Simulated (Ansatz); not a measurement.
Geometry relaxation, with input and output: Al

- system: Al (Fd-3m, 2 atoms in the cell)
- method: DFT, PBE, PAW with Ansatz's default frozen-core files, scalar-relativistic, no spin polarisation (Ansatz 0.2.0)

The structure was built on a prototype by a generator; it need not be a known phase. It belongs to a series of runs on one base structure; here: cell and atoms relaxed from a first guess. Figures and captions count atoms from 1; the log counts them from 0 in places.

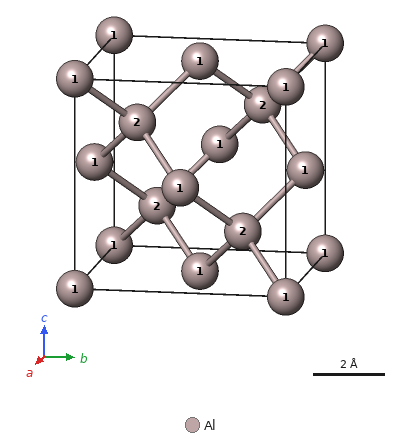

The starting structure (ball-and-stick view of the cell 4 times as large as that of the calculation, set on its symmetry axes, seen slightly off an axis; atoms are numbered from 1 in the order of the input). Near neighbours in the crystal (not all of them lie inside the picture): Al has 4 Al at 2.65 Å.

Results in brief:

- outcome: converged
- space group (tolerance 0.01 Å): Fd-3m (227)
- electrons treated: 6
- free energy: −1073.5274 eV
- Fermi energy: 2.755 eV
- pressure: 0.00 GPa
- final volume: 55.27 Å³
- largest force (length of the vector) at the end: under 0.001 eV/Å
- final cell: a = 4.276 Å, b = 4.276 Å, c = 4.276 Å, α = 60.00°, β = 60.00°, γ = 60.00°
- hardware: 1 thread of an x86-64 CPU, shared host
- wall time: 2.8 s
- peak memory: 0.34 GiB

Input file:
```yaml
crystal:
  lattice:
    - [0.0, 3.0544880975, 3.0544880975]
    - [3.0544880975, 0.0, 3.0544880975]
    - [3.0544880975, 3.0544880975, 0.0]
  atoms:
    - { symbol: Al, position: [0.0, 0.0, 0.0] }
    - { symbol: Al, position: [0.25, 0.25, 0.25] }
kpoints:
  mp_grid: { grid: [9, 9, 9] }
scf:
  occupations: { method: fermi_dirac, width: 0.08 }
hamiltonian:
  xc: pbe
  pseudopotentials: { kind: paw }
output:
  forces: true
  stress: true
  write_density: true
  write_potential: true
  elf: true
  volumetric_format: npy
relax:
  f_tol: 0.005
  max_steps: 80
  cell: {}
```

Launched with:
```bash
ansatz run input.yaml --threads 1 --pin off --max-ram 2048MiB --backend cpu --events-out ev --progress --plain --runs-dir out
```

Log:
```
Engine: ansatz 0.2.0, x86_64-unknown-linux-gnu
Pseudopotentials: kind: paw
Pseudopotential: Al, paw, valence charge 3, recommended cutoff 420 eV (normal), Al.paw.azcp
Functional definition: PBE
  parameter kappa = 0.804
  parameter beta = 0.06672455060314922
  exchange = pbe_x(kappa = kappa, mu = beta*pi^2/3)
  correlation = pbe_c(beta = beta)
Crystal: 2 atoms, lattice volume = 56.996 Å³
Basis set: ecut = 420 eV, 1139 PW (Γ), exchange–correlation on 60×60×60 points (8 copies of the dense FFT grid, shifted against one another)
Bands: 7, of which v1, the nominal top of the filled ones, is band 3 counted from 1 (2 counted from 0)
Symmetry: 48 space group operations
Space group: Fd-3m (ITA 227), of the structure as read, at distance tolerance 3.8e-5 Å
k-points: 35 of 729
Non-local potential: Al, projectors of the file, l = 0: 2, l = 1: 2, l = 2: 1
PAW form: soft (Blöchl's): semilocal exchange-correlation on the pseudo side does not see the compensation charge
PAW one-centre angular grid: Al, 110 points (default); XC on 64 Gauss nodes
Initial density: superposition of atomic densities (neutral atoms: chi_scale 0, normalization atom), corrected by the library's trained network
Initial wavefunctions: pseudopotential atomic-orbital guess
Functional: x = pbe(κ = 0.804, μ = 0.2195149727645171), c = pbe(β = 0.06672455060314922)
SCF iter   1: F=—  HF=-1073.520031 eV  |F-HF|=—  |Δ(HF+E_count)|=         —  Δρ=9.48e-4  dr2=4.15e-4  ethr=1.77e-3  ⟨swp⟩=5.6  Hψ=2243  notcnv=0
preconditioner: auto → none  [metal: Δε(μ)=0.075 eV  Ē_g=6.787 eV  σ=0.080 eV  W_gap=0.23  n_scr=8 (ndim 8)  ℏωp=12.0 eV  f_vac=0.000  D(μ)=1.63/eV (n_scr^D=14)  sad-step TF]
SCF iter   2: F=—  HF=-1073.520740 eV  |F-HF|=—  |Δ(HF+E_count)|=   7.08e-4  Δρ=6.27e-4  dr2=1.95e-4  ethr=6.91e-6  ⟨swp⟩=2.5  Hψ=600  notcnv=0
SCF iter   3: F=—  HF=-1073.521348 eV  |F-HF|=—  |Δ(HF+E_count)|=   6.09e-4  Δρ=6.50e-5  dr2=4.91e-6  ethr=3.24e-6  ⟨swp⟩=2.1  Hψ=346  notcnv=0
SCF iter   4: F=—  HF=-1073.521358 eV  |F-HF|=—  |Δ(HF+E_count)|=   9.51e-6  Δρ=3.29e-5  dr2=1.03e-6  ethr=8.18e-8  ⟨swp⟩=2.1  Hψ=346  notcnv=0
iter 5 did not close the SCF: its close was put off for the readings that it lacked (scf_convergence_deferred on its scf_iter line)
SCF iter   5: F=-1073.521357 eV  HF=-1073.521357 eV  |F-HF|=1.00e-8  |Δ(HF+E_count)|=   2.51e-7  Δρ=7.13e-6  dr2=4.04e-8  ethr=1.72e-8  ⟨swp⟩=1.3  Hψ=259  notcnv=0
SCF iter   6: F=-1073.521357 eV  HF=-1073.521357 eV  |F-HF|=6.43e-11  |Δ(HF+E_count)|=   6.10e-9  Δρ=2.03e-7  dr2=1.43e-11  ethr=6.73e-10  ⟨swp⟩=5.1  Hψ=1102  notcnv=0
SCF 1 converged in 6 iterations: F = -1073.521357 eV  dr2 = 1.43e-11
  greatest PAW one-centre occupation: 0.494 electrons in one spin orbital (limit 2), on the Al atom at site 1 (counted from 0), in its partial waves of l = 0
relax step   1: F+E_penalty+E_count = -1073.52135729 eV  Δ(F+E_penalty+E_count) = +0.000e0 eV  max|allowed force component| = 9.252e-18 eV/Å  Δτ_max = 0.0000 Å  P = -1.078 GPa  Ω = 56.996 Å³  (6 SCF iters, accepted)
Crystal: 2 atoms, lattice volume = 55.448 Å³
Basis set: ecut = 420 eV, 1067 PW (Γ), exchange–correlation on 60×60×60 points (8 copies of the dense FFT grid, shifted against one another)
Initial density: handed on by an earlier stage of this run
Initial wavefunctions: those handed on with the density
iter 1 solved again at ethr=2.42e-6 eV; its pass at ethr=3.10e-3 eV (dr2=1.45e-4 eV) is discarded
SCF iter   1: F=—  HF=-1073.527607 eV  |F-HF|=—  |Δ(HF+E_count)|=         —  Δρ=4.44e-4  dr2=1.43e-4  ethr=2.42e-6  ⟨swp⟩=2.0  Hψ=2429  notcnv=0
preconditioner: auto → none  [metal: Δε(μ)=0.078 eV  Ē_g=6.875 eV  σ=0.080 eV  W_gap=0.24  n_scr=8 (ndim 8)  ℏωp=12.2 eV  f_vac=0.000  D(μ)=1.55/eV (n_scr^D=14)]
SCF iter   2: F=—  HF=-1073.527544 eV  |F-HF|=—  |Δ(HF+E_count)|=   6.31e-5  Δρ=2.08e-4  dr2=2.72e-5  ethr=2.38e-6  ⟨swp⟩=1.2  Hψ=256  notcnv=0
SCF iter   3: F=-1073.527530 eV  HF=-1073.527530 eV  |F-HF|=3.65e-8  |Δ(HF+E_count)|=   1.42e-5  Δρ=1.61e-5  dr2=1.35e-7  ethr=3.33e-9  ⟨swp⟩=7.2  Hψ=1285  notcnv=0
SCF 2 converged in 3 iterations: F = -1073.527530 eV  dr2 = 1.35e-7
  greatest PAW one-centre occupation: 0.495 electrons in one spin orbital (limit 2), on the Al atom at site 1 (counted from 0), in its partial waves of l = 0
relax step   2: F+E_penalty+E_count = -1073.52752978 eV  Δ(F+E_penalty+E_count) = -6.172e-3 eV  max|allowed force component| = 1.434e-16 eV/Å  Δτ_max = 0.0000 Å  P = -0.114 GPa  Ω = 55.448 Å³  energy of the carried Pulay correction = +3.007e-4 eV  (3 SCF iters, dr2 threshold 2.00e-7 eV, accepted)
Crystal: 2 atoms, lattice volume = 55.271 Å³
iter 1 solved again at ethr=4.82e-8 eV; its pass at ethr=3.10e-3 eV (dr2=2.89e-6 eV) is discarded
SCF iter   1: F=—  HF=-1073.527622 eV  |F-HF|=—  |Δ(HF+E_count)|=         —  Δρ=6.55e-5  dr2=2.87e-6  ethr=4.82e-8  ⟨swp⟩=2.4  Hψ=2304  notcnv=0
preconditioner: auto → none  [metal: Δε(μ)=0.079 eV  Ē_g=6.885 eV  σ=0.080 eV  W_gap=0.24  n_scr=8 (ndim 8)  ℏωp=12.2 eV  f_vac=0.000  D(μ)=1.54/eV (n_scr^D=14)]
SCF iter   2: F=—  HF=-1073.527625 eV  |F-HF|=—  |Δ(HF+E_count)|=   2.72e-6  Δρ=3.21e-5  dr2=6.22e-7  ethr=4.78e-8  ⟨swp⟩=1.0  Hψ=245  notcnv=0
SCF iter   3: F=-1073.527625 eV  HF=-1073.527625 eV  |F-HF|=1.53e-9  |Δ(HF+E_count)|=   1.84e-7  Δρ=2.01e-6  dr2=2.14e-9  ethr=5.41e-10  ⟨swp⟩=5.7  Hψ=1162  notcnv=0
SCF 3 converged in 3 iterations: F = -1073.527625 eV  dr2 = 2.14e-9
relax step   3: F+E_penalty+E_count = -1073.52762479 eV  Δ(F+E_penalty+E_count) = -9.501e-5 eV  max|allowed force component| = 1.295e-16 eV/Å  Δτ_max = 0.0000 Å  P = +0.006 GPa  Ω = 55.271 Å³  energy of the carried Pulay correction = +3.357e-4 eV  (3 SCF iters, dr2 threshold 3.25e-8 eV, accepted)
Initial wavefunctions: pseudopotential atomic-orbital guess (no wavefunctions were taken with the density)
iter 1 solved again at ethr=2.73e-8 eV; its pass at ethr=3.10e-3 eV (dr2=1.64e-6 eV) is discarded
SCF iter   1: F=—  HF=-1073.527358 eV  |F-HF|=—  |Δ(HF+E_count)|=         —  Δρ=1.41e-5  dr2=1.28e-8  ethr=2.73e-8  ⟨swp⟩=3.0  Hψ=2955  notcnv=0
SCF iter   2: F=—  HF=-1073.527361 eV  |F-HF|=—  |Δ(HF+E_count)|=   3.69e-6  Δρ=7.20e-6  dr2=3.26e-9  ethr=2.14e-10  ⟨swp⟩=2.1  Hψ=345  notcnv=0
SCF iter   3: F=-1073.527361 eV  HF=-1073.527361 eV  |F-HF|=2.66e-10  |Δ(HF+E_count)|=   1.01e-7  Δρ=3.69e-7  dr2=1.38e-11  ethr=1.00e-12  ⟨swp⟩=5.1  Hψ=1321  notcnv=0
SCF 4 converged in 3 iterations: F = -1073.527361 eV  dr2 = 1.38e-11
relax step   4: F+E_penalty+E_count = -1073.52736147 eV  Δ(F+E_penalty+E_count) = +2.633e-4 eV  max|allowed force component| = 4.626e-17 eV/Å  Δτ_max = 0.0000 Å  P = -0.004 GPa  Ω = 55.271 Å³  stress off target by 4.41e-3 GPa  SCF on the basis re-selected at this cell (its energy is not comparable with the rows above)  (3 SCF iters)
```

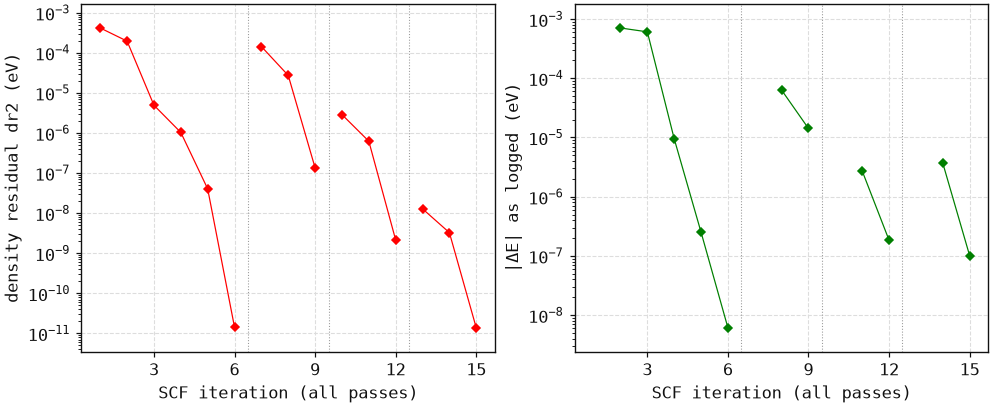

Convergence of the self-consistent field: density residual dr2 and size of the energy change against the SCF iteration. The dotted lines part the SCF passes of the relaxation: geometry steps, rejected trials and re-solves on a re-selected basis. The passes take 6, 3, 3 and 3 iterations.

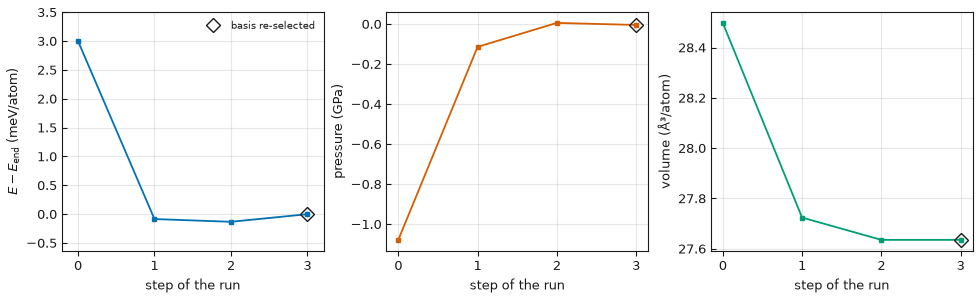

Progress of the relaxation, step by step (the first geometry is step 0 here and step 1 in the log).

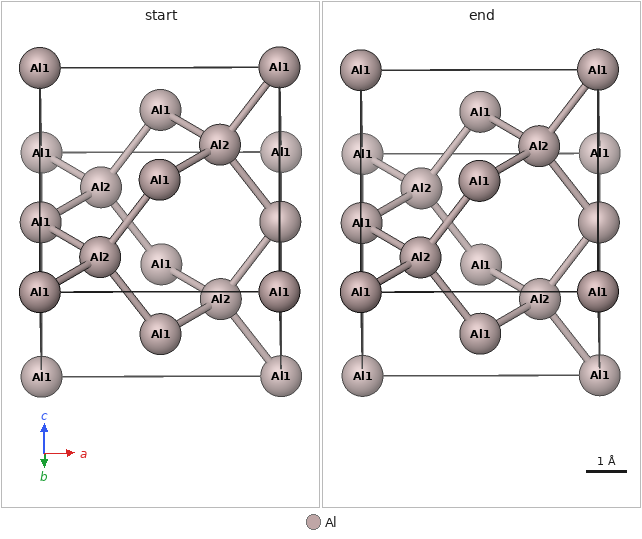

Before (left) and after (right) the relaxation, at one scale (ball-and-stick view of the cell 4 times as large as that of the calculation, set on its symmetry axes, seen at an oblique angle). The atoms keep their places relative to the cell (all moves are under 0.005 Å). The volume changes by −3.0 %, with a = b = c 6.109 → 6.047 Å (−1.0 %). Among the contacts that change: Al1–Al2 2.645 → 2.618 Å. The space group stays Fd-3m (No. 227). After 2 geometry steps the energy has fallen by 3.1 meV per atom. All forces vanish by symmetry, so only the cell relaxes. Pressure: −1.08 GPa at the start and 0.00 GPa at the end. A last SCF at the same geometry on a re-selected plane-wave basis shifts the energy by +0.1 meV per atom. (Atoms are counted from 1 in the order of the input.)

```
basis re-selected at this cell: Δ(F+E_penalty+E_count) = +2.633e-4 eV, ΔP = -0.010 GPa vs the last step (what re-selecting the basis moved, of the pressure what is left beyond the Pulay correction that the steps carried, after the strain that the cell walked since its last selection, with what the two solves' SCF thresholds leave and, on support functions, any second-order correction that the steps lacked; it is no measure of the basis error at this ecutwfc). This SCF's stress stands 4.41e-3 GPa from its target on what of the cell is left free (relax.cell.stress_tol is 5.00e-2 GPa) and its largest allowed force component is 4.63e-17 eV/Å (relax.f_tol is 5.00e-3 eV/Å): within both
SCF converged after 3 iterations
Free energy (F): -1073.527361 eV
Harris-Foulkes:  -1073.527361 eV  (|F-HF|=2.66e-10)
Internal energy: -1073.494471 eV  (E = F + TS)
E sigma→0 (E₀):  -1073.510916 eV
Entropy (-TS):   -0.032890 eV (-16.445 meV/atom)
Fermi energy:    2.755025 eV
--- Per-component energies (eV) ---
  E_band       = -2.336336
  E_kinetic    = 39.642910
  E_local      = -14.888542  (includes V_loc(G=0)·N_el)
  E_nonlocal   = 22.323541
  E_hartree    = 5.513557
  E_xc         = -75.799930
  E_vxc        = -52.944103  (∫ρ·V_xc dr)
  E_paw        = -934.832562  (= ΣΔE_a)
  E_vpaw       = -7.497246  (= ΣTr[D̂ρ^β])
  E_aug_tail   = -0.000004  (compensation charges beyond the density's cutoff)
  E_ewald      = -115.453442
  E_smearing   = -0.032890  (= −TS)
  E_closure    = 0.000000  (closes the sum)
  Σ components = -1073.527361   (vs F -1073.527361, Δ=0.00e0)
--- Forces (eV/Å), atoms counted from 1 ---
  atom   1  Al     0.00000000     0.00000000     0.00000000
  atom   2  Al    -0.00000000    -0.00000000    -0.00000000
  max |Σ_I F_I| component: 2.78e-17 eV/Å
--- Stress (GPa, compression-positive) ---
       -0.004407       0.000000       0.000000
        0.000000      -0.004407       0.000000
       -0.000000       0.000000      -0.004407
  P = ⅓ Tr σ = -0.0044 GPa (-0.044 kbar)
--- Band table (eV; the first three rows and the last of 35) ---
  k-point 0: bands = ["-5.1038", "4.8412", "4.8412", "4.8412", "6.6894", "6.6894", "6.6894"]
  k-point 1: bands = ["-4.9683", "3.6945", "4.6253", "4.6253", "6.7497", "7.0018", "7.0018"]
  k-point 2: bands = ["-4.5688", "1.9398", "4.2621", "4.2621", "6.4318", "7.4084", "7.4084"]
  k-point 34: bands = ["-1.9453", "-0.9730", "1.2021", "1.7631", "7.5729", "7.6032", "8.3884"]
--- Relaxed structure (3 steps of the walk, 3 accepted, 1 SCFs on fresh bases) ---
  F+E_penalty+E_count = -1073.52736147 eV   max|allowed force component| = 4.626e-17 eV/Å   (the final SCF, on the basis selected at the relaxed cell)
  cell:  # Å, volume = 55.2706 Å³
    - [-2.5476860164477955e-34, 3.02334789446939, 3.02334789446939]
    - [3.02334789446939, -2.0381488131582354e-34, 3.02334789446939]
    - [3.02334789446939, 3.02334789446939, -1.1719355675659856e-33]
  atoms:
    - { symbol: Al, position: [1.3135929565712574e-35, -1.2873210974398325e-34, 1.182233660914132e-34] }
    - { symbol: Al, position: [0.25, 0.25, 0.25] }
```

File v_z.tsv:
```
# z_ang	v_es[eV]	v_tot[eV]
# format = ansatz-planar-average/11
# xc	pbe
# density_cutoff_ev	1680
# datasets	Al=:simpson_from_first_knot:soft
# lattice	-0.000000000	3.023347894	3.023347894
# lattice	3.023347894	-0.000000000	3.023347894
# lattice	3.023347894	3.023347894	-0.000000000
# sites	2
# site	13	-0.000000000	0.000000000	-0.000000000
# site	13	1.511673947	1.511673947	1.511673947
0.000000	-2.778383e-1	-9.524391e0
0.142522	-9.609336e-1	-1.033329e1
0.285044	-1.583146e0	-1.102546e1
0.427566	-1.990120e0	-1.148539e1
0.570088	-2.077041e0	-1.158691e1
0.712610	-1.821843e0	-1.129277e1
0.855132	-1.289761e0	-1.070059e1
0.997654	-6.172594e-1	-9.937021e0
1.140176	4.267887e-2	-9.106352e0
1.282698	6.032067e-1	-8.276357e0
1.425220	1.086473e0	-7.436430e0
1.567742	1.580435e0	-6.520585e0
1.710264	2.173679e0	-5.486565e0
1.852786	2.911793e0	-4.387848e0
1.995308	3.749676e0	-3.319193e0
2.137830	4.555835e0	-2.337143e0
2.280352	5.195921e0	-1.536444e0
2.422874	5.616842e0	-1.004943e0
2.565396	5.838627e0	-7.207605e-1
2.707918	5.882432e0	-6.626607e-1
2.850440	5.750679e0	-8.348125e-1
2.992962	5.433386e0	-1.236458e0
3.135484	4.902343e0	-1.906272e0
3.278006	4.166316e0	-2.813184e0
3.420528	3.325160e0	-3.845803e0
3.563050	2.524913e0	-4.938638e0
3.705572	1.860205e0	-6.017504e0
3.848094	1.326085e0	-6.992296e0
3.990616	8.496188e-1	-7.861259e0
4.133138	3.364173e-1	-8.689924e0
```

Trajectory as extended XYZ (Å, eV, eV/Å), 4 frames, from step=1 to step=4:
```
2
Lattice="0.0000 3.0545 3.0545 3.0545 0.0000 3.0545 3.0545 3.0545 0.0000" Properties=species:S:1:pos:R:3:forces:R:3 step=1 energy=-1073.52136 pressure_GPa=-1.08
Al    0.0000    0.0000    0.0000    0.0000   0.0000   0.0000
Al    1.5272    1.5272    1.5272    0.0000   0.0000   0.0000
2
Lattice="0.0000 3.0266 3.0266 3.0266 0.0000 3.0266 3.0266 3.0266 0.0000" Properties=species:S:1:pos:R:3:forces:R:3 step=2 energy=-1073.52753 pressure_GPa=-0.11
Al    0.0000    0.0000    0.0000    0.0000   0.0000   0.0000
Al    1.5133    1.5133    1.5133    0.0000   0.0000   0.0000
2
Lattice="0.0000 3.0233 3.0233 3.0233 0.0000 3.0233 3.0233 3.0233 0.0000" Properties=species:S:1:pos:R:3:forces:R:3 step=3 energy=-1073.52762 pressure_GPa=0.01
Al    0.0000    0.0000    0.0000    0.0000   0.0000   0.0000
Al    1.5117    1.5117    1.5117    0.0000   0.0000   0.0000
2
Lattice="0.0000 3.0233 3.0233 3.0233 0.0000 3.0233 3.0233 3.0233 0.0000" Properties=species:S:1:pos:R:3:forces:R:3 step=4 energy=-1073.52736 pressure_GPa=-0.00
Al    0.0000    0.0000    0.0000    0.0000   0.0000   0.0000
Al    1.5117    1.5117    1.5117    0.0000   0.0000   0.0000
```

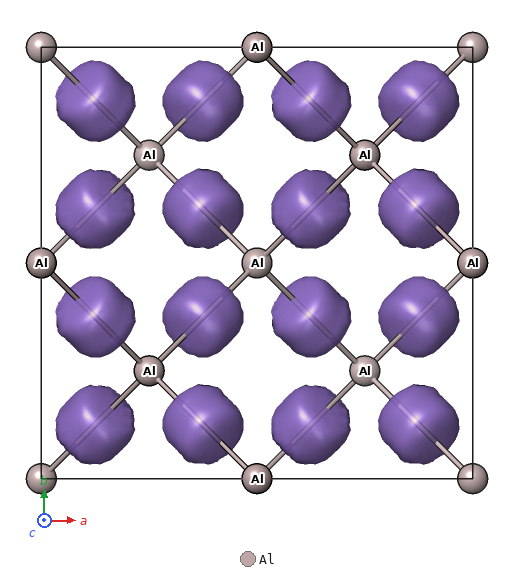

Isosurface of the electron localisation function at 0.85 (purple), seen along the c axis. Core shells and regions of very low density are left out. Sticks mark near contacts. The outline is the cell set on symmetry axes. Profiles from the grid: Al–Al (2.62 Å): the ELF peaks at about 0.90 between the atoms (a shared electron pair). The fields are those of the smooth PAW valence density.

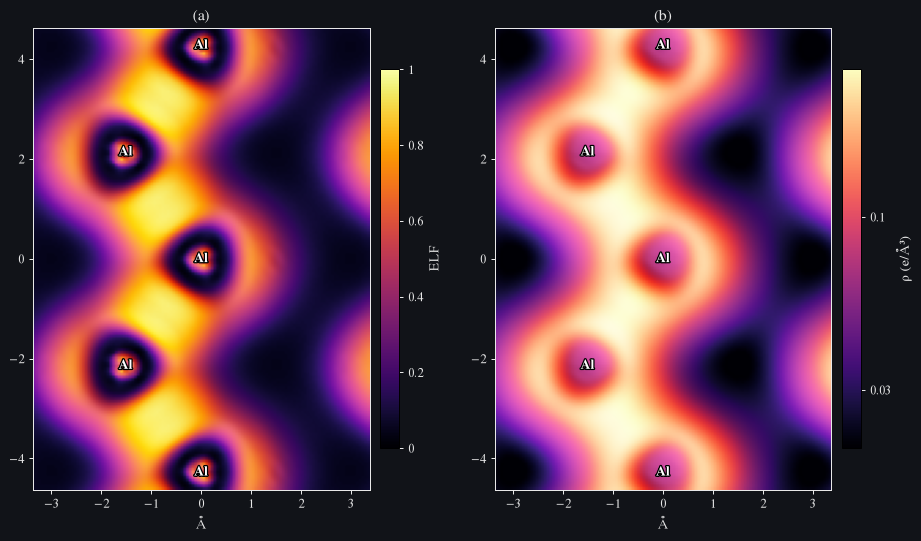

(a) electron localisation function; (b) valence charge density (pseudo) on the (011) plane of the conventional cell. Atoms in the plane: Al. Al–Al (2.62 Å): ρ at the midpoint is about 0.28 e/Å³; the ELF peaks at about 0.90 between the atoms, which marks a covalent bond. Away from the nuclei the density in this plane falls to 0.02 e/Å³ at its lowest.
